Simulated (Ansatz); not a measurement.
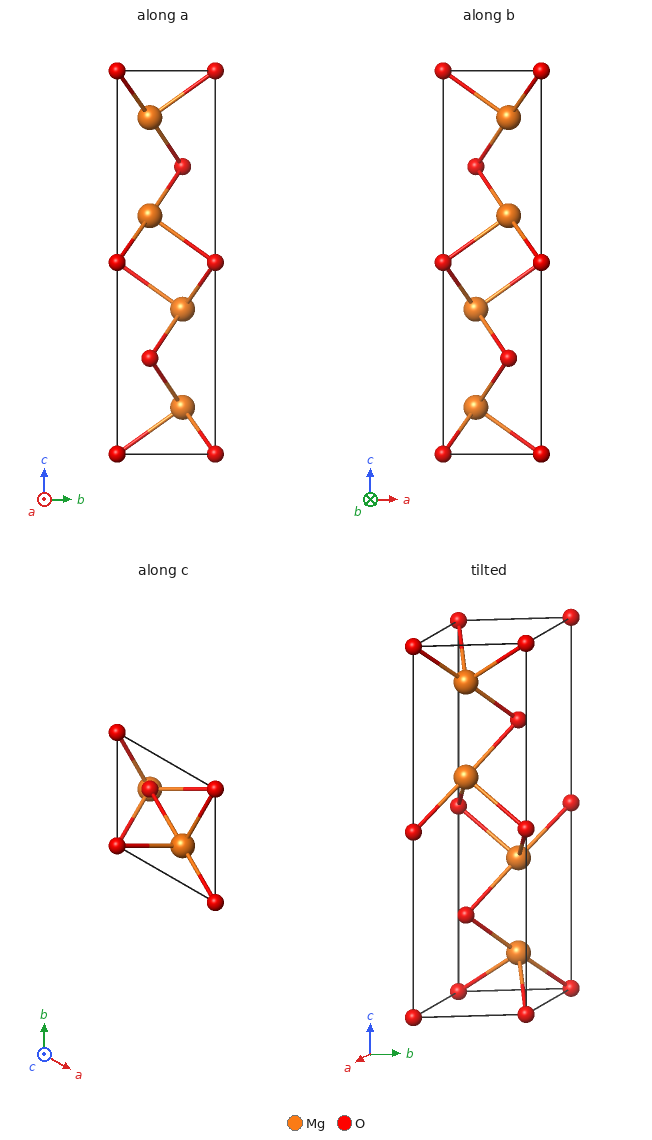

Drawn in the ball-and-stick manner and seen along the a axis, along the b axis, along the c axis and slightly off an axis. The edges of the conventional unit cell are marked.

Lattice parameters: a = 2.982 Å, b = 2.982 Å, c = 10.078 Å, α = 90.00°, β = 90.00°, γ = 120.00°. Put a along x and b in the xy plane.

Question: Set out the cell and atoms as a POSCAR file, with free fractional coordinates to two decimals.

Answer:
```
Mg O
1.0
     2.982    0.000    0.000
    -1.491    2.582    0.000
     0.000    0.000   10.078
Mg O
4 4
Direct
  0.6667 0.3333 0.88
  0.3333 0.6667 0.12
  0.3333 0.6667 0.38
  0.6667 0.3333 0.62
  0.00 0.00 0.00
  0.00 0.00 0.50
  0.6667 0.3333 0.25
  0.3333 0.6667 0.75
```

The initial geometry was a structure type filled with these elements by a generator (whether the compound takes this form wasn't checked). Earlier steps of the study may have refined or changed the cell and positions. An electronic-structure calculation with Ansatz was run on it.
